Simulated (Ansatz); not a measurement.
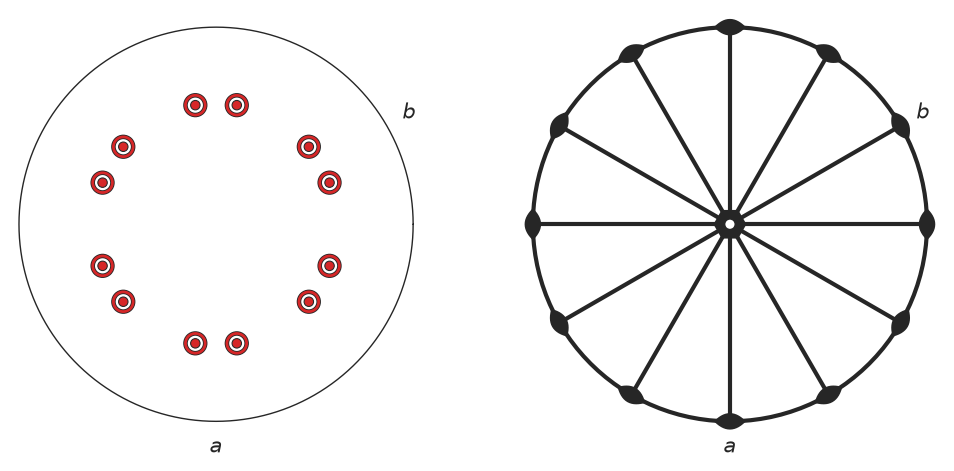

Stereographic projection: filled dots lie in the upper hemisphere, open rings in the lower; heavy lines are mirror planes (a heavy rim: a mirror in the plane of the page); lens, triangle, square and hexagon are 2-, 3-, 4- and 6-fold axes, a lens in an open square is −4, a triangle in an open hexagon −6; thin dashed diameters join the ends of axes that lie in the page; a small open circle marks inversion. The c axis points at the viewer. Left: one general form; right: the symmetry elements. Computed from the symmetry operations of a computed or model structure of composition Ta, which need not be its known form.

Identify the point group and its elements.

Answer. 6/mmm (D6h), order 24, hexagonal system: one sixfold axis, six twofold axes, seven mirror planes, an inversion centre.

Can such a crystal be piezoelectric, pyroelectric or chiral?

Answer. It is centrosymmetric, so neither piezoelectric nor pyroelectric; it is not chiral.
